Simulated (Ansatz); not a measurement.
Structure data:

```cif
data_structure
_symmetry_space_group_name_H-M 'P 1'
_symmetry_Int_Tables_number 1
_cell_length_a 6.2173
_cell_length_b 3.5533
_cell_length_c 6.1545
_cell_angle_alpha 90.000
_cell_angle_beta 90.000
_cell_angle_gamma 90.000
_cell_volume 135.96
loop_
_atom_site_label
_atom_site_type_symbol
_atom_site_fract_x
_atom_site_fract_y
_atom_site_fract_z
_atom_site_occupancy
Sr1 Sr 0.00000 0.00000 0.29677 1
Sr2 Sr 0.50000 0.50000 0.16667 1
O1 O 0.75000 0.00000 0.00000 1
O2 O 0.25000 0.00000 0.00000 1
Sr3 Sr 0.00000 0.50000 0.79677 1
Sr4 Sr 0.50000 0.00000 0.66667 1
O3 O 0.75000 0.50000 0.50000 1
O4 O 0.25000 0.50000 0.50000 1
```

Question: Describe what this structure looks like.

Answer: The stoichiometry is SrO. Space group Amm2 (No. 38), lattice base-centred orthorhombic. One cell contains 4 Sr, 4 O, 8 atoms in all. Sr bonds to six O in a distorted trigonal prismatic arrangement at 2.40 to 2.67 Å. O sits among six Sr in a distorted octahedral arrangement at 2.40 to 2.67 Å. The bonds build a three-dimensional framework.

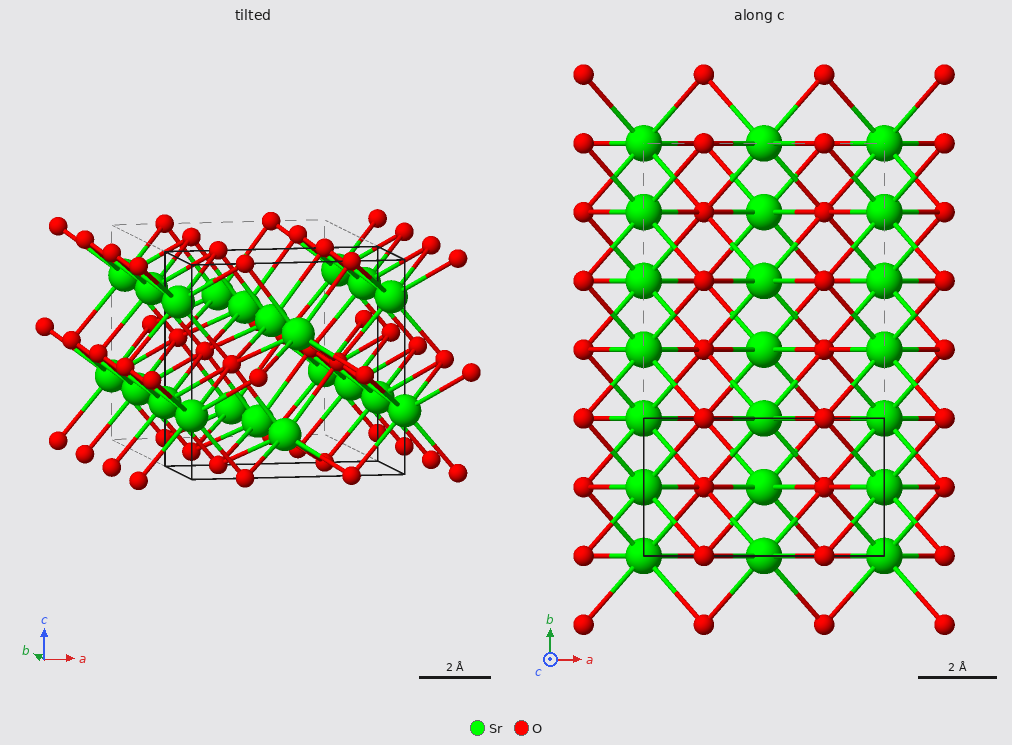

Shown here is a ball-and-stick view of the crystal, taken slightly off an axis and along the c axis. The structure is repeated 1×3×1 times; solid lines mark one conventional unit cell. Some neighbours outside the box are added. Colours: strontium green, oxygen red.

It derives from a structure listed in the Materials Project. The cell was then strained or its atoms displaced on purpose. It was the input of a calculation with Ansatz.

At this level of theory the cell isn't at rest (forces up to 0.9 eV/Å), so its distances can differ from those at equilibrium, the more so the softer the solid.
